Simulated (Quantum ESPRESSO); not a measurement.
**GaN (F-43m): zone-centre phonons**

Aim: the zone-centre modes of GaN (F-43m).

Method: DFT PBE, scalar-relativistic, plane waves, PseudoDojo norm-conserving pseudopotentials, in Quantum ESPRESSO 7.5.

### Step 1. Set-up

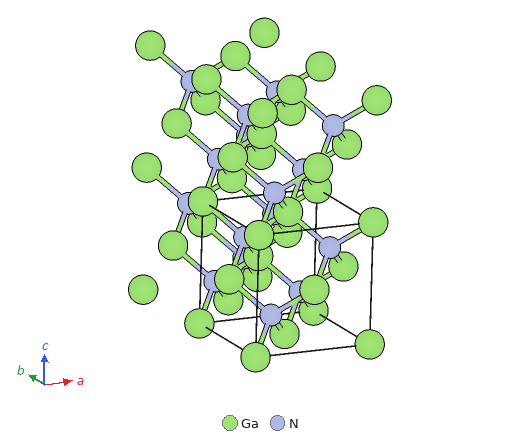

The starting structure, seen slightly off an axis (gallium green, nitrogen light blue). 1×2×2 cells are drawn. This picture shows the conventional cell, with its axes. Bonds to atoms that aren't drawn are left out. Some periodic images of atoms are drawn too.

### Step 2. A first look

Before anything dear is run, a loose run with smearing shows whether this is a metal and how far the cell is from rest.

File probe.in:

```
&CONTROL
  calculation = 'scf'
  prefix      = 'x'
  outdir      = './tmp'
  pseudo_dir  = './pseudo'
  tprnfor     = .true.
  tstress     = .true.
  verbosity   = 'high'
/
&SYSTEM
  ibrav       = 2
  celldm(1)   = 8.51699795
  nat         = 2
  ntyp        = 2
  ecutwfc     = 92.0
  occupations = 'smearing'
  smearing    = 'gaussian'
  degauss     = 0.01
/
&ELECTRONS
  conv_thr         = 1.0d-07
  mixing_beta      = 0.7
  electron_maxstep = 100
/
ATOMIC_SPECIES
 Ga     69.7230  Ga.upf
 N      14.0070  N.upf
ATOMIC_POSITIONS crystal
 Ga     0.000000000   0.000000000   0.000000000
 N      0.750000000   0.750000000   0.750000000
K_POINTS automatic
 8 8 8 0 0 0
```

On the command line:

```
$ OMP_NUM_THREADS=1 mpirun -n 4 pw.x -nk 4 -in probe.in > probe.out
```

Log:

```text
[banners, grids, parts of the stress and lines that vanish by symmetry left out]
Program PWSCF v.7.5
     bravais-lattice index     =            2
     lattice parameter (alat)  =       8.5170  a.u.
[...]
kinetic-energy cutoff     =      92.0000  Ry
     charge density cutoff     =     368.0000  Ry
     scf convergence threshold =      1.0E-07
[...]
Exchange-correlation= PBE
                           (   1   4   3   4   0   0   0)
[...]
24 Sym. Ops. (no inversion) found
[...]
(     0          1          0      )
                  (     0          0          1      )
[...]
(  0.0000000  1.0000000  0.0000000 )
                  (  0.0000000  0.0000000  1.0000000 )
[...]
(     1          0         -1      )
                  (     0          0         -1      )
[...]
(  0.0000000  1.0000000  0.0000000 )
[...]
(    -1          0          1      )
                  (    -1          0          0      )
[...]
(  0.0000000  0.0000000  1.0000000 )
                  (  0.0000000 -1.0000000  0.0000000 )
[...]
number of k points=    29  Gaussian smearing, width (Ry)=  0.0100
[...]
End of self-consistent calculation
[...]
the Fermi energy is    11.6539 ev
!    total energy              =    -173.75980064 Ry
[...]
convergence has been achieved in   9 iterations
[...]
atom    1 type  1   force =     0.00000000   -0.00000000    0.00000000
     atom    2 type  2   force =    -0.00000000    0.00000000   -0.00000000
[...]
Total force =     0.000000     Total SCF correction =     0.000000
[...]
total   stress  (Ry/bohr**3)                   (kbar)     P=       52.22
[...]
XML data file, charge density, pseudopotentials, collected wavefunctions

   JOB DONE.
```

Elapsed: 4 s, on 4 MPI ranks of Arm Neoverse V2, shared host.

Numbers from this step:

```
volume per atom   : 11.44 Å³
pressure          : 5.222 GPa
gap on the k-mesh : 1.758 eV
```

A gap of 1.8 eV opens on this mesh, so the crystal is taken as an insulator; the start stands at 5.2 GPa.

### Step 3. Relaxation

The relaxation runs at a cutoff a fifth above that of the response, since stress converges more slowly with the basis than frequencies do. Forces and stress are brought to rest with tight thresholds.

File relax.in:

```
&CONTROL
  calculation   = 'vc-relax'
  prefix        = 'x'
  outdir        = './tmp'
  pseudo_dir    = './pseudo'
  tprnfor       = .true.
  tstress       = .true.
  forc_conv_thr = 2.0d-05
  etot_conv_thr = 1.0d-07
  nstep         = 40
/
&SYSTEM
  ibrav       = 2
  celldm(1)   = 8.51699795
  nat         = 2
  ntyp        = 2
  ecutwfc     = 110
  occupations = 'fixed'
  nbnd        = 11
/
&ELECTRONS
  conv_thr         = 1.0d-11
  mixing_beta      = 0.7
  electron_maxstep = 100
/
&IONS
/
&CELL
  press_conv_thr = 0.2
/
ATOMIC_SPECIES
 Ga     69.7230  Ga.upf
 N      14.0070  N.upf
ATOMIC_POSITIONS crystal
 Ga     0.000000000   0.000000000   0.000000000
 N      0.750000000   0.750000000   0.750000000
K_POINTS automatic
 10 10 10 0 0 0
```

On the command line:

```
$ OMP_NUM_THREADS=1 mpirun -n 4 pw.x -nk 4 -in relax.in > relax.out
```

Log:

```text
[banners, grids, parts of the stress and lines that vanish by symmetry left out]
[banner, memory and clock lines left out]
Program PWSCF v.7.5

[...]
kinetic-energy cutoff     =     110.0000  Ry
     charge density cutoff     =     440.0000  Ry
     scf convergence threshold =      1.0E-11
[...]
energy convergence thresh.=      1.0E-07
     force convergence thresh. =      2.0E-05
     press convergence thresh. =      2.0E-01
     Exchange-correlation= PBE
                           (   1   4   3   4   0   0   0)
[...]
24 Sym. Ops. (no inversion) found
[...]
number of k points=    47
[...]
End of self-consistent calculation
[...]
highest occupied, lowest unoccupied level (ev):    10.5898   12.3485
!    total energy              =    -173.75989619 Ry
[...]
convergence has been achieved in  13 iterations
[...]
atom    1 type  1   force =     0.00000000    0.00000000    0.00000000
     atom    2 type  2   force =     0.00000000    0.00000000    0.00000000
     Total force =     0.000000     Total SCF correction =     0.000000
[...]
total   stress  (Ry/bohr**3)                   (kbar)     P=       51.49
[...]
number of bfgs steps    =   0
[...]
CELL_PARAMETERS (alat=  8.51699795)
[...]
ATOMIC_POSITIONS (crystal)
Ga               0.0000000000        0.0000000000        0.0000000000
N                0.7500000000        0.7500000000        0.7500000000
[...]
New effective cutoffs (rho, wfc):  432.15  108.10
[...]
End of self-consistent calculation
[...]
highest occupied, lowest unoccupied level (ev):    10.1747   11.7628
!    total energy              =    -173.76064408 Ry
[...]
convergence has been achieved in   9 iterations
[...]
atom    1 type  1   force =     0.00000000   -0.00000000   -0.00000000
     atom    2 type  2   force =     0.00000000    0.00000000    0.00000000
     Total force =     0.000000     Total SCF correction =     0.000000
[...]
total   stress  (Ry/bohr**3)                   (kbar)     P=        3.42
[...]
number of bfgs steps    =   1
[...]
CELL_PARAMETERS (alat=  8.51699795)
[...]
ATOMIC_POSITIONS (crystal)
Ga              -0.0000000000       -0.0000000000       -0.0000000000
N                0.7500000000        0.7500000000        0.7500000000
[...]
New effective cutoffs (rho, wfc):  431.60  107.96
[...]
End of self-consistent calculation
[...]
highest occupied, lowest unoccupied level (ev):    10.1452   11.7211
!    total energy              =    -173.76064770 Ry
[...]
convergence has been achieved in   9 iterations
[...]
atom    1 type  1   force =    -0.00000000    0.00000000    0.00000000
     atom    2 type  2   force =     0.00000000   -0.00000000   -0.00000000
     Total force =     0.000000     Total SCF correction =     0.000000
[...]
total   stress  (Ry/bohr**3)                   (kbar)     P=        0.16
[...]
number of bfgs steps    =   2
[...]
small trust_radius: resetting bfgs history
[...]
CELL_PARAMETERS (alat=  8.51699795)
[...]
ATOMIC_POSITIONS (crystal)
Ga               0.0000000000        0.0000000000        0.0000000000
N                0.7500000000        0.7500000000        0.7500000000
[...]
New effective cutoffs (rho, wfc):  431.58  107.95
[...]
End of self-consistent calculation
[...]
highest occupied, lowest unoccupied level (ev):    10.1439   11.7192
!    total energy              =    -173.76064771 Ry
[...]
convergence has been achieved in   6 iterations
[...]
atom    1 type  1   force =     0.00000000    0.00000000   -0.00000000
     atom    2 type  2   force =    -0.00000000   -0.00000000    0.00000000
     Total force =     0.000000     Total SCF correction =     0.000000
[...]
total   stress  (Ry/bohr**3)                   (kbar)     P=        0.02
[...]
bfgs converged in   4 scf cycles and   3 bfgs steps
[...]
End of BFGS Geometry Optimization
     Final enthalpy           =    -173.7606477111 Ry
     File ./tmp/x.bfgs deleted, as requested
[...]
CELL_PARAMETERS (alat=  8.51699795)
[...]
ATOMIC_POSITIONS (crystal)
Ga               0.0000000000        0.0000000000        0.0000000000
N                0.7500000000        0.7500000000        0.7500000000
[...]
Final scf calculation at the relaxed structure.
[...]
kinetic-energy cutoff     =     110.0000  Ry
     charge density cutoff     =     440.0000  Ry
     scf convergence threshold =      1.0E-13
[...]
press convergence thresh. =      2.0E-01
     Exchange-correlation= PBE
                           (   1   4   3   4   0   0   0)
[...]
24 Sym. Ops. (no inversion) found
[...]
number of k points=    47
[...]
End of self-consistent calculation
[...]
highest occupied, lowest unoccupied level (ev):    10.1439   11.7192
!    total energy              =    -173.76065711 Ry
[...]
convergence has been achieved in  17 iterations
[...]
atom    1 type  1   force =     0.00000000    0.00000000    0.00000000
     atom    2 type  2   force =     0.00000000    0.00000000   -0.00000000
     Total force =     0.000000     Total SCF correction =     0.000000
[...]
total   stress  (Ry/bohr**3)                   (kbar)     P=       -0.02
[...]
XML data file, charge density, pseudopotentials, collected wavefunctions
```

Wall time 40 s (4 MPI ranks).

Relaxation path:

| step | energy less that of the first step (eV) | largest force (eV/Å) | pressure (GPa) | volume (Å³) |
| --- | --- | --- | --- | --- |
| 1 | 0.0000 | 0.0000 | 5.15 | 22.89 |
| 2 | -0.0102 | 0.0000 | 0.34 | 23.49 |
| 3 | -0.0102 | 0.0000 | 0.02 | 23.54 |
| 4 | -0.0102 | 0.0000 | 0.00 | 23.54 |
| 5 | -0.0104 | 0.0000 | 0.00 | 23.54 |

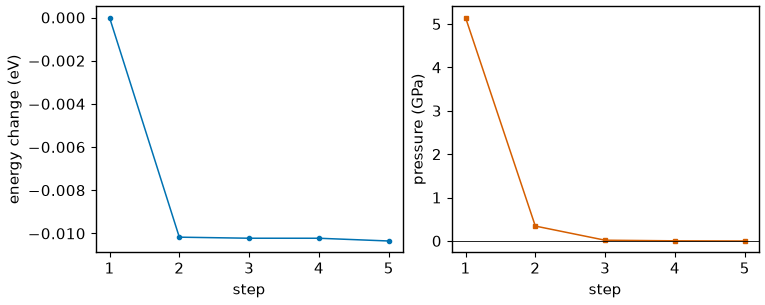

Energy and pressure along the relaxation.

| conventional cell, symmetrised | before | after | change |
| --- | --- | --- | --- |
| a (Å) | 4.507 | 4.549 | +0.9 % |
| b (Å) | 4.507 | 4.549 | +0.9 % |
| c (Å) | 4.507 | 4.549 | +0.9 % |
| volume (Å³/atom) | 11.44 | 11.77 | +2.8 % |

Final coordinates:

```
Ga N
1.0
    -2.27471    0.00000    2.27471
     0.00000    2.27471    2.27471
    -2.27471    2.27471    0.00000
Ga N
1 1
Direct
  0.00000 0.00000 0.00000
  0.75000 0.75000 0.75000
```

The last row of the table of steps is pw.x's closing run on a basis chosen anew for the final cell, so its energy can jump.

Numbers from this step:

| Quantity | Value |
| --- | --- |
| volume per atom | 11.77 Å³ |
| pressure | -0.002 GPa |
| gap on the k-mesh | 1.575 eV |

The volume changes by +2.8 % from the cell with which this run began.

### Step 4. Self-consistent run for the response

The response is built on this ground state, so it is converged far tighter than an energy would need. With a gap, occupations are fixed, which also allows the response to an electric field.

File scf.in:

```
&CONTROL
  calculation = 'scf'
  prefix      = 'x'
  outdir      = './tmp'
  pseudo_dir  = './pseudo'
  tprnfor     = .true.
  tstress     = .true.
/
&SYSTEM
  ibrav       = 2
  celldm(1)   = 8.59714919
  nat         = 2
  ntyp        = 2
  ecutwfc     = 92.0
  occupations = 'fixed'
  nbnd        = 11
/
&ELECTRONS
  conv_thr         = 1.0d-12
  mixing_beta      = 0.7
  electron_maxstep = 100
/
ATOMIC_SPECIES
 Ga     69.7230  Ga.upf
 N      14.0070  N.upf
ATOMIC_POSITIONS crystal
 Ga     0.000000000   0.000000000   0.000000000
 N      0.750000000   0.750000000   0.750000000
K_POINTS automatic
 12 12 12 0 0 0
```

On the command line:

```
$ OMP_NUM_THREADS=1 mpirun -n 4 pw.x -nk 4 -in scf.in > scf.out
```

Log:

```text
[banners, grids, parts of the stress and lines that vanish by symmetry left out]
[banner, memory and clock lines left out]
Program PWSCF v.7.5

[...]
kinetic-energy cutoff     =      92.0000  Ry
     charge density cutoff     =     368.0000  Ry
     scf convergence threshold =      1.0E-12
[...]
Exchange-correlation= PBE
                           (   1   4   3   4   0   0   0)
[...]
24 Sym. Ops. (no inversion) found
[...]
number of k points=    72
[...]
End of self-consistent calculation
[...]
highest occupied, lowest unoccupied level (ev):    10.1439   11.7192
!    total energy              =    -173.76060256 Ry
[...]
convergence has been achieved in  21 iterations
[...]
atom    1 type  1   force =     0.00000000    0.00000000    0.00000000
     atom    2 type  2   force =    -0.00000000    0.00000000   -0.00000000
     Total force =     0.000000     Total SCF correction =     0.000000
[...]
total   stress  (Ry/bohr**3)                   (kbar)     P=        0.38
[...]
XML data file, charge density, pseudopotentials, collected wavefunctions
```

Wall time 13 s (4 MPI ranks); 54 s of CPU time.

Read from the output:

* pressure: 0.038 GPa

The cell stands at 0.038 GPa, close enough for phonons.

(Part 1 of 5 ends here.)

[Host names and launcher messages were left out of these logs when they were recorded.]

[Logs are printed without paths, hosts, clocks, repeated set-up lines and the standing remarks that a program may print on its own settings, such as how far it seeks lower states.]

[Hosts, paths, dates, database ids (printed as entryN), source tags and the programs' standing remarks are cut or masked in the printed files.]
